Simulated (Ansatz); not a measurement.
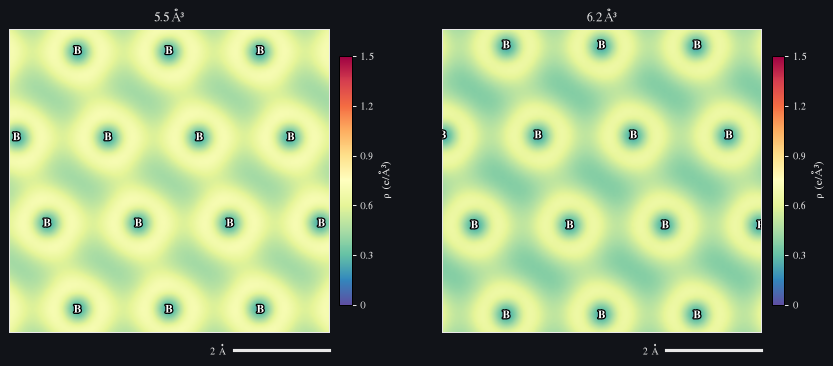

B. The valence charge density (pseudo) of cells scaled evenly to different volumes (given per atom above each panel), on the (010) plane of each (indices in the axes of the cell below), at one length scale and on one colour scale.

A generated structure, not necessarily the stable one; computed without spin polarisation.

Computed with DFT, revPBE, plane waves (420 eV) with PAW, scalar-relativistic in Ansatz.

Core electrons are frozen (PAW), and the valence fields are smoothed inside the atomic spheres.

The largest cell:

```
B
1.0
    -1.15940    1.15940    1.15940
     1.15940   -1.15940    1.15940
     1.15940    1.15940   -1.15940
B
1
Direct
  0.00000 0.00000 0.00000
```

| volume (Å³/atom) | B–B contact in the plane (Å) | ρ at its midpoint (e/Å³) | pressure (GPa) | 
| --- | --- | --- | --- |
| 5.49 | 1.924 | 0.579 | 36.5 | 
| 5.98 | 1.981 | ? | ? | 
| 6.23 | 2.008 | 0.504 | −0.1 | 

Estimate the missing row, and compare with the calculation.

Answer. Over the known rows ln ρ falls by 1.65 per Å of B–B distance (the line through the two), which gives 0.527 e/Å³ at 1.981 Å; the calculation gives 0.527 e/Å³. For the pressure, a straight line in volume between the neighbouring rows gives 12.3 GPa; the calculation gives 9.6, lower because pressure rises ever faster on compression.
